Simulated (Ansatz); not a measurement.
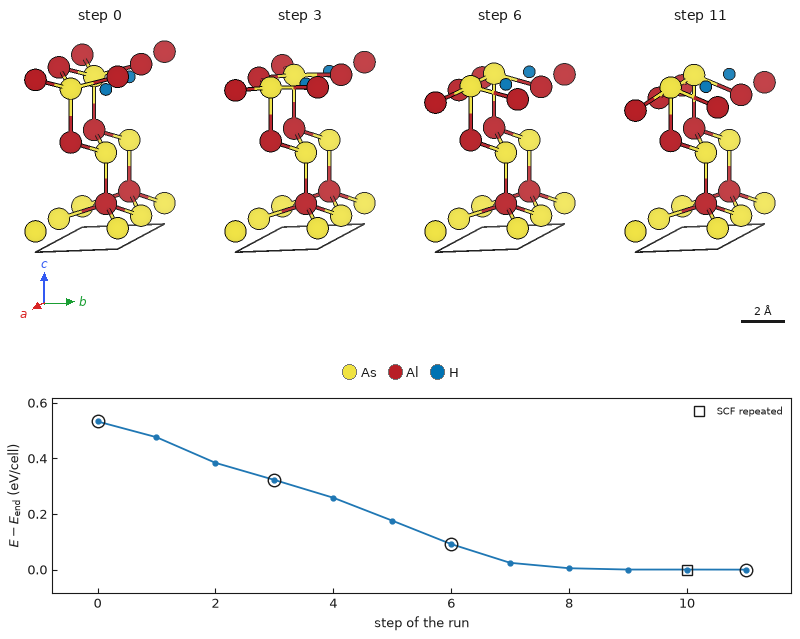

Frames of a constrained relaxation of a slab of composition Al₃As₃H (cut from the F-43m phase), marked on the history of the run. The picture is a ball-and-stick view of the 2 × 1 repeat of the cell, outlined in the plane, without the vacuum, seen slightly off an axis.

Case: H put at a hollow As-As-As site. The slab is the (1 1 1) face of AlAs with H on it. 3 atoms are held fixed.

Theory: DFT PBEsol, scalar-relativistic, plane waves, PAW in Ansatz. (plane-wave cutoff 420 eV; k-point mesh 9 × 9 × 1; occupations gaussian; smearing width 0.05 eV; collinear spin; dipole correction; atoms relaxed in a fixed cell; force threshold 0.03 eV/Å; at most 70 steps)

**Describe the path.**

The largest move is that of an Al atom, 1.47 Å along the normal (−c). By element the largest moves are Al 1.47 Å, H 0.13 Å, As 0.05 Å. The lattice vectors keep their values. Near-neighbour distances that change, for instance: Al–As 2.412 → 2.468 Å, Al–As 2.430 → 2.453 Å, Al–As 2.578 → 2.561 Å. Bond angles that change, for instance: Al–As–Al 106.2° → 69.8°, Al–As–Al 112.5° → 108.8°, As–Al–As 112.5° → 108.8°. Over 10 accepted moves (11 points after the start) the energy falls by 0.533 eV per cell of the calculation. Largest force component: 0.43 eV/Å at the start, 0.0074 eV/Å at the end. 1 step only repeated the SCF at the same geometry. The run may lie on a higher electronic state than the lowest, so the end point isn't shown to be the ground-state structure. Cost: 4.1 min on 2 threads of Intel(R) Xeon(R) Platinum 8259CL CPU @ 2.50GHz (Skylake/Cascade Lake), on a shared host, peak memory 0.76 GiB. From step 0 to 3: an Al atom moves most (0.50 Å), energy −0.210 eV per cell of the calculation. From step 3 to 6: an Al atom moves most (0.58 Å), energy −0.231 eV per cell of the calculation. From step 6 to 11: an Al atom moves most (0.38 Å), energy −91.8 meV per cell of the calculation.

Limits of the set-up: the periodic images lie only 4.0 Å apart, so the values are limited by the cell's size.
